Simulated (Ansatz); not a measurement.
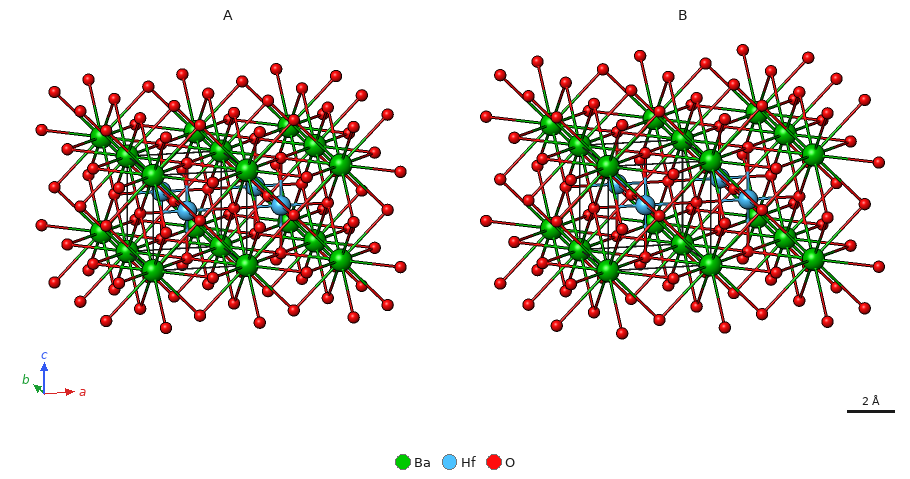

Two geometries of a crystal of BaHfO3 (built on the cubic perovskite type), drawn at one scale. One is the start of a relaxation, the other its converged end. A ball-and-stick model of the cell of the calculation, repeated 2 × 2 × 1 with one cell outlined, seen slightly off an axis.

These are results of DFT, PBE, plane waves, PAW in Ansatz 0.2.0, not measurements. (plane-wave cutoff 420 eV; k-point mesh 6 × 6 × 6; occupations fermi dirac; smearing width 0.02 eV; no spin polarisation; cell and atoms relaxed; force threshold 0.005 eV/Å)

### Which one is relaxed?

Structure A is the relaxed one. After 5 accepted moves (7 points after the start) the energy has fallen by 425 meV per atom. All forces vanish by symmetry, so only the cell relaxes. The pressure goes from −23.10 to −0.01 GPa. At 2 points the geometry stayed and the basis and grid were re-selected for the new cell (energy shift of 3.7 meV per atom at most each time). The atoms keep their places relative to the cell (all moves are under 0.005 Å). The volume changes by −23.7 %, with a = b = c 4.603 → 4.206 Å (−8.6 %). Among the contacts that change: Ba–O 3.255 → 2.974 Å, Hf–O 2.301 → 2.103 Å. The space group stays Pm-3m (No. 221). Cost: 10 s on 2 threads of AMD EPYC 7R13 Processor (Zen 3) (shared host), peak memory 0.64 GiB.
